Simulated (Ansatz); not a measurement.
**Cr: density, localisation and related maps**

Input file:

```
crystal:
  lattice:
    - [2.8922324748, 0.0, 0.0]
    - [0.0, 2.8922324748, 0.0]
    - [0.0, 0.0, 2.8938322577]
  atoms:
    - { symbol: Cr, position: [0.0, 0.0, 0.0], spin: 1.295 }
    - { symbol: Cr, position: [0.5, 0.5, 0.5], spin: -1.295 }
hamiltonian:
  xc: revpbe
  pseudopotentials:
    kind: paw
    azcp:
      Cr: "pseudopotentials/Cr.paw.azcp"
basis:
  ecutwfc: 420
  fft_grid_basis: typed
kpoints:
  mp_grid: { grid: [18, 18, 18], shift: [0, 0, 0] }
magnetization:
  spin_polarized: true
scf:
  occupations: { method: fermi_dirac, width: 0.05 }
output:
  write_density: true
  write_potential: true
  elf: true
  volumetric_format: npy
```

Below, planes, directions and counts refer to the cell of the magnetic structure (a = 2.89 Å, b = 2.89 Å, c = 2.89 Å, α = 90.00°, β = 90.00°, γ = 90.00°).

Space group Im-3m; set up as Cr, fcc; a generated structure, not necessarily the stable one; spin-polarised.

Computed with Ansatz 0.2.0, DFT, revPBE, plane waves (420 eV) with PAW, scalar-relativistic.

In a PAW calculation such maps are meaningful between the atoms, not at the nuclei.

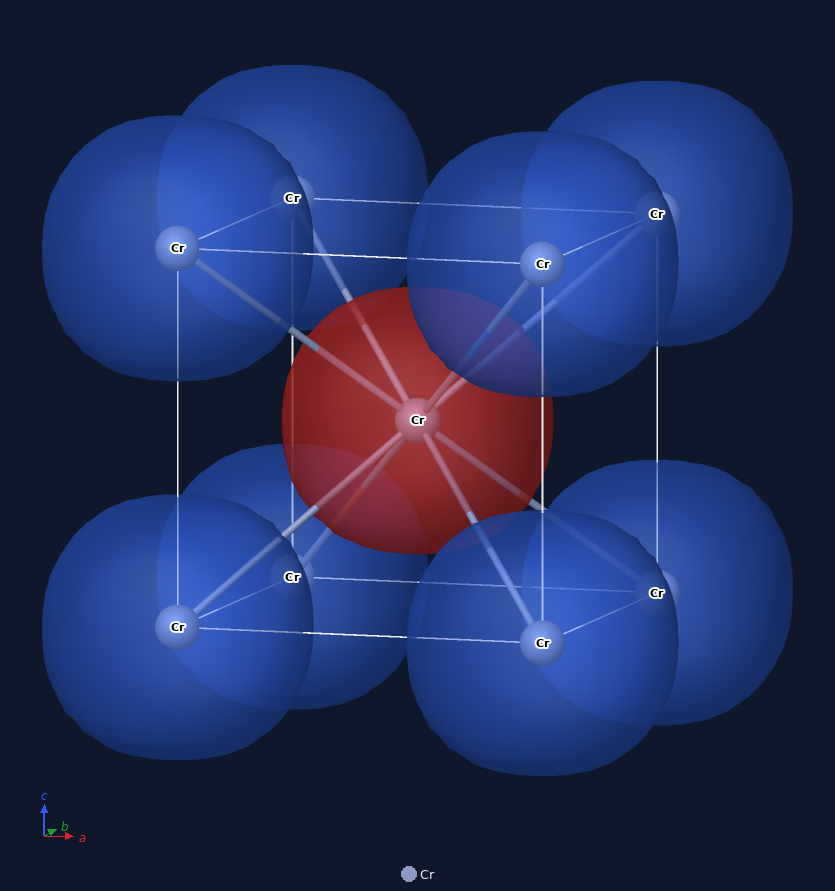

Figure 1. Isosurfaces of the spin density (up minus down) at +0.05 (blue) and −0.05 e/Å³ (red), seen slightly off an axis. Sticks mark near contacts.

Describe the spin distribution.

The spin density sits on Cr: +1.3 μB and −1.3 μB in one cell of 2 atoms: antiferromagnetic in this solution, which needn't be the ground state, with every nearest magnetic neighbour opposed. The cell of the calculation (2 atoms) carries 0.0 μB of net spin moment.

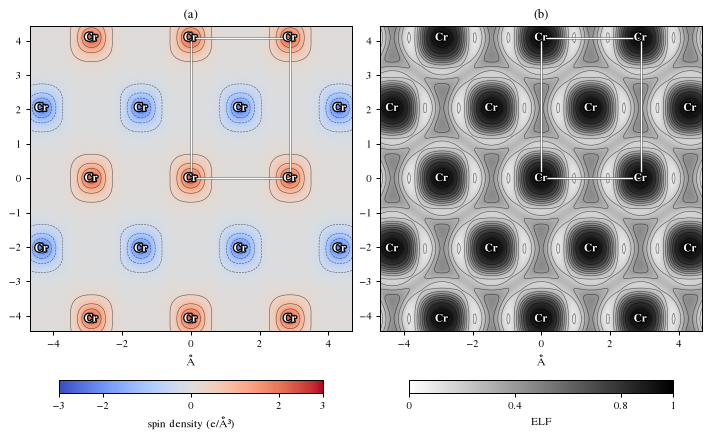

Figure 2. (a) spin density (up minus down); (b) ELF on the (101) plane of the cell of the magnetic structure.

What do the fields say about this system?

Atoms in the plane: Cr. Cr–Cr (2.51 Å): the ELF is about 0.30 at the midpoint (no shared electron pair shows on this line). The features right at Cr lie inside the PAW spheres, where the map follows smoothed inner orbitals and isn't to be read closely.

Metal or insulator at this level of theory?

It is metallic or semimetallic at this level of theory: no gap opens.
